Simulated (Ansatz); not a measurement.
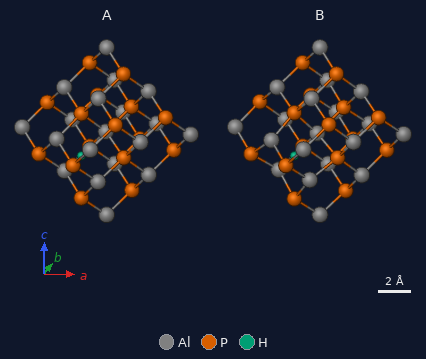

Two geometries of a defect cell of composition Al16P16H (cell charge −1), drawn at one scale. One is the start of a relaxation, the other its converged end. The picture is a ball-and-stick view of the atoms within 5.8 Å of the atom that moves most (axes of the conventional cell (2 times the calculation's cell) (origin shifted)), seen slightly off an axis. Lengths and directions refer to the drawn axes.

Theory: DFT PBE, scalar-relativistic, plane waves, PAW (Ansatz). Settings: plane-wave cutoff 420 eV; k-point mesh 2 × 2 × 2; occupations gaussian; smearing width 0.01 eV; mesh shifted by (0.5, 0.5, 0.5); no spin polarisation; atoms relaxed in a fixed cell; force threshold 0.025 eV/Å; at most 45 steps.

Question: Which one is relaxed?

Answer: Structure B is the relaxed one. Case: H interstitial, charge -1, atoms relaxed at the host's cell. Over 3 geometry steps the energy falls by 0.311 eV per cell of the calculation. The largest force component goes from 0.5 to 0.0024 eV/Å. The largest moves, 0.17 Å, are those of Al atoms. By element the largest moves are Al 0.17 Å, P 0.07 Å. H stays in place. The lattice vectors keep their values. Among the contacts that change: Al–P 2.409 → 2.506 Å, Al–P 2.384 → 2.373 Å. Bond angles that change, for instance: Al–P–Al 106.3° → 96.6°, P–Al–P 107.9° → 103.0°, P–Al–P 111.0° → 115.1°. The run took 28 s on 4 threads of Arm Neoverse V1, with other jobs on the host, peak memory 1 GiB.

Limits of the set-up: the cell is charged, on a uniform background, and energies carry no finite-size correction.
